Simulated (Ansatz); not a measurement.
# Magnon dispersion of antiferromagnetic MnIr (CuAu-type) from LDA exchange couplings at constrained moments

If only Mn atoms of opposed moment were coupled, the magnon energy of MnIr would be constant along the zone-boundary line from (½, ½, 0) to (1, ½, 0). The calculated energy instead rises there from 308.8 to 416.0 meV, while on the parallel line at q_z = ½ it falls from 339.5 to 294.7 meV. This section traces that reversal to exchange couplings between Mn atoms of parallel moment. The energies are adiabatic magnon energies from LDA couplings at constrained moments, counted from the collinear antiferromagnetic state. No measured dispersion is compared here.

## Systems and settings

One crystal, MnIr (CuAu-type, P4/mmm), in the lowest of the collinear states that were tried (4 atom(s), 2 counted as magnetic, largest moment 2.64 muB), from measured cells of the Crystallography Open Database. Ansatz 0.2.0, plane waves with its default PAW datasets, cutoff 420 eV, collinear spins without spin-orbit coupling, Fermi-Dirac smearing of 0.1 eV. The k mesh is 6×12×10 and the sums for the couplings run over 8×16×12. Functional: LDA, Dudarev U (eV) none. The couplings are taken at constrained moments: the directions are held and the rest of the density and field relaxes in linear response. The strongest shells of the first set are Mn–Mn pairs of opposed moments at 2.73 Å, 4 neighbours, J = -26.6 meV; Mn–Mn pairs of parallel moments at 5.30 Å, 8 neighbours, J = 5.69 meV; Mn–Mn pairs of opposed moments at 4.55 Å, 8 neighbours, J = -5.44 meV. Adiabatic magnon energies follow from all couplings by linear spin-wave theory along a path through the zone of the magnetic cell. The rows are a selection of 22 of the 67 points on this stretch of the path, with its corners; over all 67 points the lowest branch of the first set reaches 416 meV and the highest 416 meV. By the count of bands on its mesh the state is metallic.

Notes on method and selection:

- J is defined by E = -sum over ordered pairs (each pair twice) of J e_i.e_j with unit vectors e, a classical Heisenberg model without biquadratic or multi-spin terms, so J > 0 favours parallel moments and the moment's size is inside J.
- Without spin-orbit coupling there is no anisotropy, so the lowest branch goes to zero at the ordering wavevectors; damping and quantum corrections are left out.
- Couplings at rigid moments can miss in size and sometimes in sign.
- The state is the lowest of a few collinear starts and need not be the true ground state; spin-orbit coupling is left out.
- Ansatz's own search for a lower self-consistent state was switched off in these runs, so a run may rest in a state that is not the lowest for its pattern of moments.
- Runs whose couplings were flagged as in doubt, moved by over 30 per cent with the upper empty bands, lost their pattern of moments or rest on unlike orbital states are not listed.
- For crystals with 4f or 5f elements only couplings at constrained moments are used, since rigid ones can be several times too large.
- Runs that did not converge, have known faults or may not be shown are not listed, and runs on Ansatz's PAW sets soft_1 and soft_2 are kept to separate tables.

Columns:

- path length (1/Å): length along the path from its start.
- q: wavevector in fractions of the magnetic cell's reciprocal vectors.
- lowest, constrained (meV): energy of the lowest magnon branch, constrained couplings.
- highest, constrained (meV): energy of the highest of the 2 branches, constrained couplings.

Input lines of one member:

```
magnetization:
  spin_polarized: true
kpoints:
  mp_grid: { grid: [6, 12, 10] }
  band_path:
    path:
      - [0.0, 0.0, 0.0]
      - [0.5, 0.5, 0.0]
      - [1.0, 0.5, 0.0]
      - [0.0, 0.0, 0.0]
      - [0.0, 0.0, 0.5]
      - [0.5, 0.5, 0.5]
      - [1.0, 0.5, 0.5]
    npoints: 11
hamiltonian:
  xc: lda
scf:
  occupations: { method: fermi_dirac, width: 0.1 }
  lower_state_search: "off"
output:
  write_bands: true
  eigenstates:
    nscf_kmesh: { grid: [8, 16, 12] }
    top_band: c48
    exchange_couplings: { magnetic: [{ species: Mn }] }
```

Command (options for logging and memory left out): `ansatz run input.yaml`

## Numbers

| member | path length (1/Å) | q | lowest, constrained (meV) | highest, constrained (meV) | remark |
| --- | --- | --- | --- | --- | --- |
| 0.000 1/Å | 0.000 | (0, 0, 0) | 0.0 | 0.0 | corner of the path |
| 0.296 1/Å | 0.296 | (0.182, 0.182, 0) | 153.5 | 153.5 |  |
| 0.593 1/Å | 0.593 | (0.364, 0.364, 0) | 275.1 | 275.1 |  |
| 0.815 1/Å | 0.815 | (0.5, 0.5, 0) | 308.8 | 308.8 | corner of the path |
| 0.889 1/Å | 0.889 | (0.546, 0.5, 0) | 309.7 | 309.7 |  |
| 1.185 1/Å | 1.185 | (0.727, 0.5, 0) | 341.0 | 341.0 |  |
| 1.482 1/Å | 1.482 | (0.909, 0.5, 0) | 403.4 | 403.4 |  |
| 1.630 1/Å | 1.630 | (1, 0.5, 0) | 416.0 | 416.0 | corner of the path |
| 1.839 1/Å | 1.839 | (0.818, 0.409, 0) | 390.5 | 390.5 |  |
| 2.259 1/Å | 2.259 | (0.454, 0.227, 0) | 249.7 | 249.7 |  |
| 2.678 1/Å | 2.678 | (0.091, 0.045, 0) | 54.8 | 54.8 |  |
| 2.782 1/Å | 2.782 | (0, 0, 0) | 0.0 | 0.0 | corner of the path |
| 3.018 1/Å | 3.018 | (0, 0, 0.136) | 134.3 | 134.3 |  |
| 3.331 1/Å | 3.331 | (0, 0, 0.318) | 306.0 | 306.0 |  |
| 3.645 1/Å | 3.645 | (0, 0, 0.5) | 391.1 | 391.1 | corner of the path |
| 3.941 1/Å | 3.941 | (0.182, 0.182, 0.5) | 381.0 | 381.0 |  |
| 4.237 1/Å | 4.237 | (0.364, 0.364, 0.5) | 352.7 | 352.7 |  |
| 4.460 1/Å | 4.460 | (0.5, 0.5, 0.5) | 339.5 | 339.5 | corner of the path |
| 4.534 1/Å | 4.534 | (0.546, 0.5, 0.5) | 339.7 | 339.7 |  |
| 4.830 1/Å | 4.830 | (0.727, 0.5, 0.5) | 322.5 | 322.5 |  |
| 5.126 1/Å | 5.126 | (0.909, 0.5, 0.5) | 297.8 | 297.8 |  |
| 5.275 1/Å | 5.275 | (1, 0.5, 0.5) | 294.7 | 294.7 | corner of the path |

lowest, constrained (meV) against path length (1/Å):

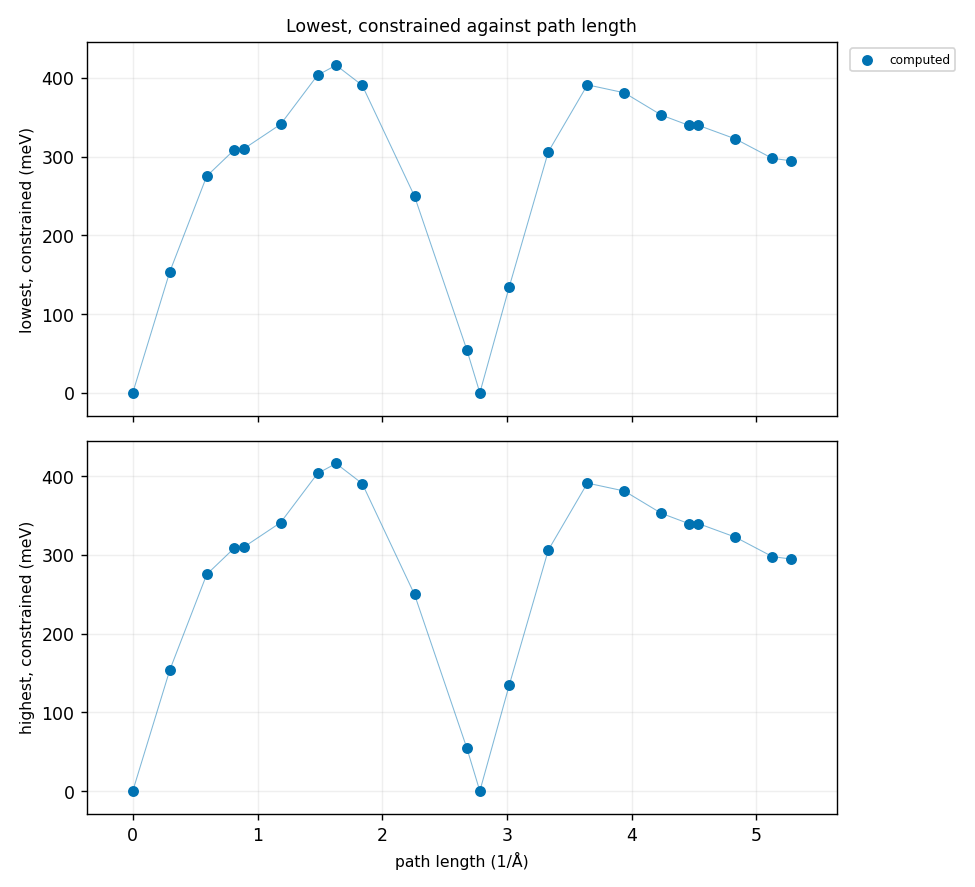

## Mechanism

The two branches coincide in every row, because the two Mn sublattices are equivalent and there is no anisotropy. From zero at Γ the energy climbs to 308.8 meV at (½, ½, 0), 416.0 meV at (1, ½, 0) and 391.1 meV at (0, 0, ½).

The model assumes small tilts of moments of fixed length M = 2.64 μB, and only the three shells named in the set-up. Each Mn layer is a checkerboard of opposed moments, and moments straight above one another are parallel. The 2.73 Å pairs (J₁) lie within a layer; the 4.55 Å pairs (J₂, opposed) and the 5.30 Å pairs (J₃, parallel) join adjacent layers.

For q = (h, k, l) the phases between neighbouring Mn atoms are πh and 2πk − πh in the layer and 2πl along c. Their cosines are called u, v and w.

With each pair counted twice in the energy, a shell of n neighbours enters the magnon energy with weight 4n|J|/M:

- P = 4 × 4 × 26.6 / 2.64 = 161.2 meV
- R = 4 × 8 × 5.44 / 2.64 = 65.9 meV
- D = 4 × 8 × 5.69 / 2.64 = 69.0 meV

A tilted moment is pulled back by all its neighbours, less the part by which parallel neighbours tilt along with it:

A = P + R + D(1 − uvw)

Opposed neighbours link the two sublattices:

B = (P + Rw)(u + v)/2

The linearised equations of motion then give

E = √(A² − B²)

At Γ, A equals B and E vanishes. On the boundary line u + v = 0, so B vanishes and E = A. Only parallel pairs can then make the energy vary, and a positive J₃ raises it towards (1, ½, 0) and lowers it towards (1, ½, ½), as the table shows. At (½, ½, 0) the three shells give 161.2 + 65.9 + 69.0 = 296.1 meV, against 308.8 meV from all couplings.

The large negative J₁ is what theory expects of close Mn neighbours with nearly half-filled d shells, where hopping between opposed moments lowers the energy.

## Testing the model

The weights are now fitted to two corners of the basal plane, so that they absorb part of what the omitted shells contribute. At (½, ½, 0), uvw = 0 and P + R + D = 308.8 meV. At (1, ½, 0), uvw = −1 and P + R + 2D = 416.0 meV. Hence D = 416.0 − 308.8 = 107.2 meV and P + R = 308.8 − 107.2 = 201.6 meV. The ratio R/P is kept from the set-up, 8 × 5.44 / (4 × 26.6) = 0.409, which gives P = 201.6 / (1 + 0.409) = 143.1 meV and R = 201.6 − 143.1 = 58.5 meV.

**(0.364, 0.364, 0).** Here u = v = cos(0.364 × 180°), about 0.41, and w = 1. A = 308.8 − 107.2 × 0.41 × 0.41 = 290.8 and B = 201.6 × 0.41 = 82.7, so E = √(290.8² − 82.7²) = 278.8 meV. The table has 275.1 meV.

**(0, 0, ½).** Here u = v = 1 and w = −1. A = 308.8 + 107.2 = 416.0 and B = 143.1 − 58.5 = 84.6, so E = √(416.0² − 84.6²) = 407.3 meV. The table has 391.1 meV.

**(½, ½, ½).** Here u = v = 0, so E = 308.8 meV. The table has 339.5 meV.

**(1, ½, ½).** Here uvw = +1 and B = 0, so E = 308.8 − 107.2 = 201.6 meV. The table has 294.7 meV.

Over the 18 rows that are neither fitted nor zero at Γ, the mean miss is 25 meV, against a mean distance of 69 meV from their own average. In the basal plane the miss stays within about 20 meV.

## Residuals

The model breaks on the boundary line at q_z = ½. Over the last five rows it misses by 61 meV on average, always too low, whereas a constant set at the mean of the 18 test rows would miss by 23 meV.

The assumption that fails is that of a single shell of parallel pairs. By symmetry, opposed pairs of any range drop out of the variation along this line. The change from the first corner to the second is +107.2 meV at q_z = 0 and 294.7 − 339.5 = −44.8 meV at q_z = ½. The part that reverses with q_z is (107.2 + 44.8)/2 = 76.0 meV, close to the 69.0 meV that J₃ gives directly. The part that does not reverse is (107.2 − 44.8)/2 = 31.2 meV, and it must come from parallel pairs within a layer or an even number of layers apart. The fit put both parts into D, and so exaggerated the reversal.

The rise from (½, ½, 0) to (½, ½, ½), 339.5 − 308.8 = 30.7 meV, also requires further parallel pairs. A positive coupling between Mn atoms straight above one another would have the right sign and is one possibility.

## Rules of thumb and their limits

The fitted model serves for the listed basal-plane points. At q_z = ½ more than one shell of parallel pairs is needed. The couplings describe small tilts about the antiferromagnetic order; they do not carry over to large ones, since the Mn moment is much smaller in the ferromagnetic state.

Two omitted effects deserve mention. In a metal, decay into electron–hole pairs can broaden magnons markedly at these energies. Spin-orbit coupling would open a gap at Γ. An easy-plane energy K per Mn, the cost of turning the moments from the plane to its normal, adds 4K/M to the restoring term A − B of one branch, which then lies at √((A + B) × 4K/M) with A + B = 2(P + R). For K = 1 meV, taken as an illustration, this is √(2 × 201.6 × 4 × 1 / 2.64), about 25 meV.

[Logs are printed without paths, hosts, clocks, repeated set-up lines and the standing remarks that a program may print on its own settings, such as how far it seeks lower states.]
